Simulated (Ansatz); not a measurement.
Input

```
crystal:
  lattice:
    - [0.0, 2.458408627, 2.458408627]
    - [2.458408627, 0.0, 2.458408627]
    - [2.458408627, 2.458408627, 0.0]
  atoms:
    - { symbol: Pb, position: [0.0, 0.0, 0.0] }
hamiltonian:
  xc: pbe
  pseudopotentials: { kind: paw, level: accurate }
kpoints:
  mp_grid: { grid: [9, 9, 9] }
scf:
  occupations: { method: fermi_dirac, width: 0.05 }
output:
  forces: true
  stress: true
  eigenvalues: true
  write_density: true
  write_potential: true
  elf: true
  volumetric_format: npy
```

Launched as:

```sh
ansatz run input.yaml --threads 2 --pin off --max-ram 5120MiB --backend cpu --events-out ev --progress --plain --runs-dir out
```

Below, planes, directions and counts refer to the conventional cell (a = 4.92 Å, b = 4.92 Å, c = 4.92 Å, α = 90.00°, β = 90.00°, γ = 90.00°).

Space group Fm-3m; computed pressure about 3 GPa in this cell.

Method: Kohn-Sham DFT of a periodic cell, PBE, Ansatz PAW accurate (Ansatz).

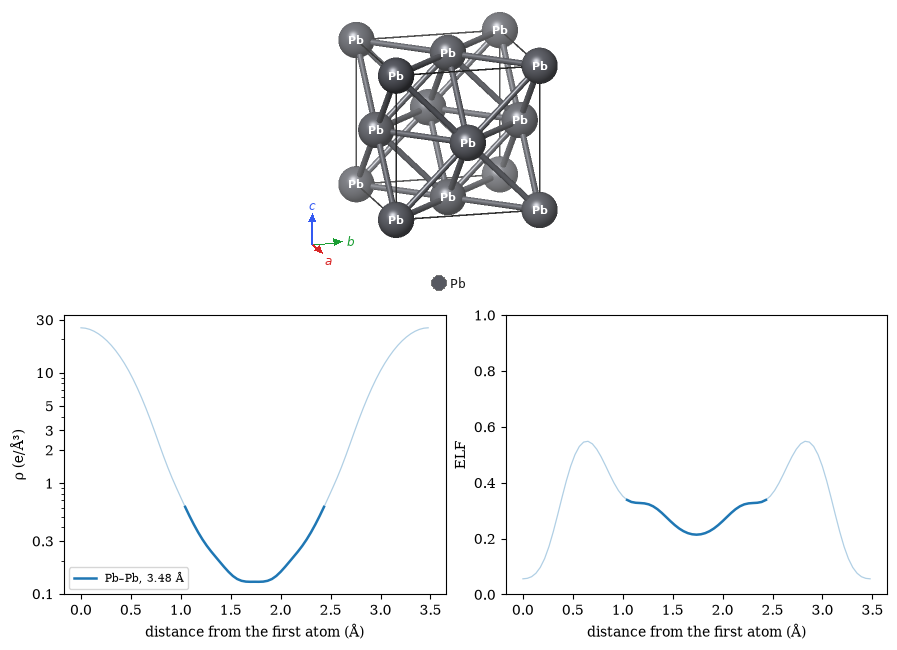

Pb. Valence pseudo-density and electron localisation function along straight lines between neighbouring atoms. Thin, pale parts lie inside the atomic spheres. The structure is drawn too.

Core electrons are frozen (PAW), and the valence fields are smoothed inside the atomic spheres.

Question: What can be read from the curves?

Answer: Pb–Pb (3.48 Å): ρ at the midpoint is about 0.13 e/Å³; the ELF is about 0.20 at the midpoint; no shared electron pair shows on this line.
